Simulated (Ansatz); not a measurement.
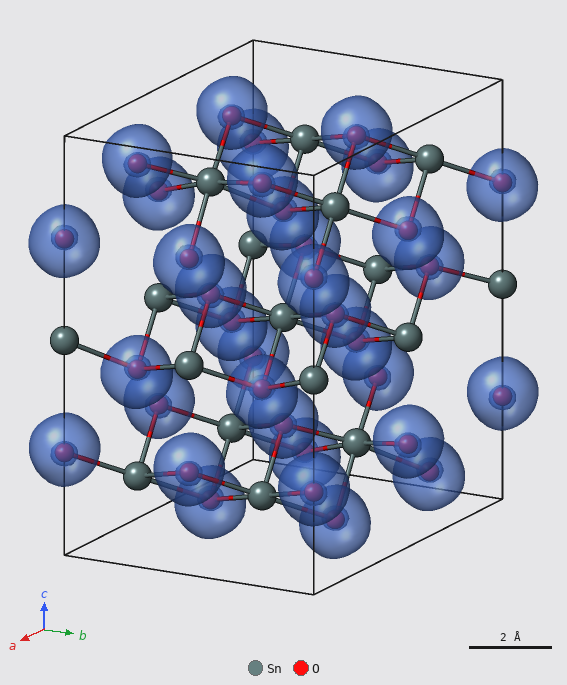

Figure 1: SnO2. Isosurface of the electron localisation function at 0.65 (blue), seen at an oblique angle. Only the valence region is drawn (cores and ρ < 0.01 e/Å³ removed). Sticks mark near contacts.

Space group R3m; a structure from a database of computed crystals, not necessarily the ambient phase; changed on purpose from its base cell (atom 1 (Sn) moved +0.150 A along Cartesian [0 0 1]); not relaxed (largest force 1.6 eV/Å).

The calculation used DFT LDA, scalar-relativistic, plane waves, PAW (Ansatz 0.2.0).

Where are the electrons localised?

The surface consists of 24 regions wrapped around O (the valence shell of each), counted in one cell of 36 atoms. Any copies at cell faces, edges or corners count once.

Values along the shortest contacts:
Sn–O (2.02 Å): the ELF peaks at about 0.80 in the valence shell of O, 0.6 Å from its nucleus, and is about 0.25 at the midpoint; no shared electron pair shows on this line. Sn–O (2.09 Å): the ELF peaks at about 0.80 in the valence shell of O, 0.6 Å from its nucleus, and is about 0.25 at the midpoint (no shared electron pair shows on this line).
